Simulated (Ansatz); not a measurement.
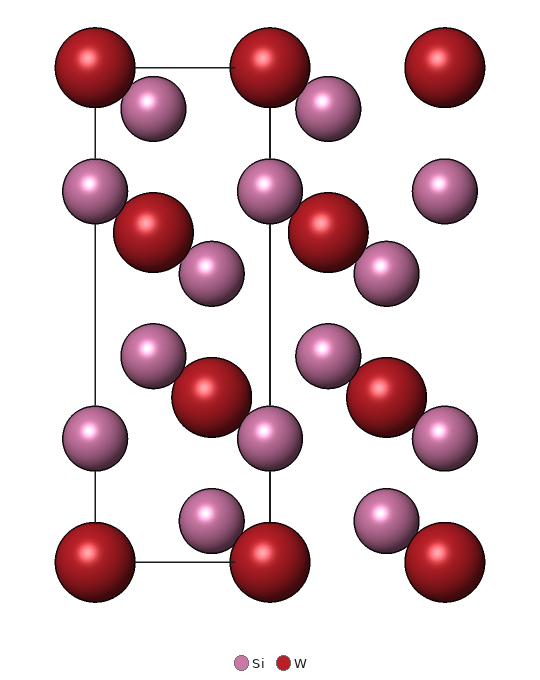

Projection along an edge of the hexagonal mesh, stacking direction [111] upwards. Every atom sits on one of the three columns of the mesh; call them A, B, C in the order in which they first turn up. The box is the hexagonal cell of the face-centred cubic lattice. The sequence starts with the first layer at or above the cell's origin.

Si₂W. Coordinates: the geometry relaxed with Ansatz, DFT PBE, scalar-relativistic, plane waves, PAW; the starting structure was generated, so it need not be a known form of this composition.

Give the sequence of layers in one repeat, with element and column.

W(A) – Si(B) – Si(A) – W(B) – Si(C) – Si(B) – W(C) – Si(A) – Si(C) (nine layers in 10.20 Å).
